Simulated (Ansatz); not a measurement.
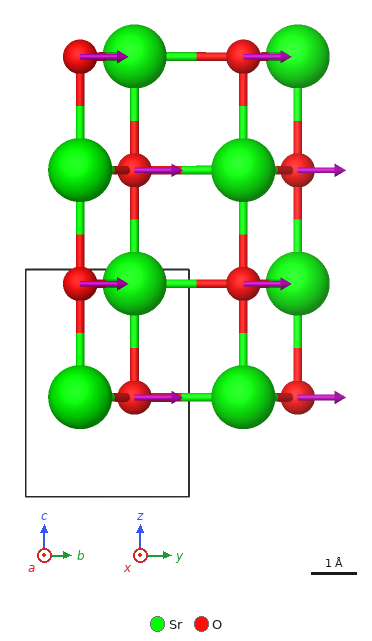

Energy scan for a crystal of SrO (P6_3mc), in which the whole O sublattice is shifted rigidly, along Cartesian [0 1 0], all else fixed. The picture shows the reference cell. The purple arrows give the direction of positive displacement. A ball-and-stick model of the cell of the calculation, repeated 2 × 2 × 2 with one cell outlined, seen along the a axis.

Method: DFT PBE, scalar-relativistic, plane waves, PAW in Ansatz 0.2.0. Settings: plane-wave cutoff 420 eV; k-point mesh 6 × 6 × 6; occupations gaussian; smearing width 0.05 eV; no spin polarisation. Energies (free energies at the smearing named) are counted from the cell as listed in its source, which wasn't relaxed.

```xyz
4
Lattice="4.2755 0.0000 0.0000 -2.1377 3.7027 0.0000 0.0000 0.0000 5.1556" Properties=species:S:1:pos:R:3 pbc="T T T"
Sr    0.0000    2.4684    4.8366
Sr    2.1377    1.2342    2.2588
O     0.0000    2.4684    2.2523
O     2.1377    1.2342    4.8301
```

**Predict the energy profile (the displacement: −0.200, −0.150, −0.100, −0.050, 0.000, 0.050, 0.100, 0.150, 0.175, 0.200 Å).**

| displacement (Å) | energy change (meV/cell) |
| --- | --- |
| −0.200 | 194.9 |
| −0.150 | 107.9 |
| −0.100 | 47.4 |
| −0.050 | 11.8 |
| 0.000 | 0.0 |
| 0.050 | 11.8 |
| 0.100 | 47.4 |
| 0.150 | 107.9 |
| 0.175 | 147.9 |
| 0.200 | 194.9 |

Points that are alike by symmetry were computed once.

Of the computed points the lowest is at the displacement 0.00 Å, 0.0 meV/cell. The end points stand at 194.9 meV/cell (−0.20 Å) and 194.9 meV/cell (0.20 Å). The curvature at zero is about 9.5 eV/Å² per cell. The well is symmetric. At the highest point the shortest interatomic distance is 2.27 Å, against 2.47 Å in the reference. The distortion takes the space group from P6_3mc to Cm.
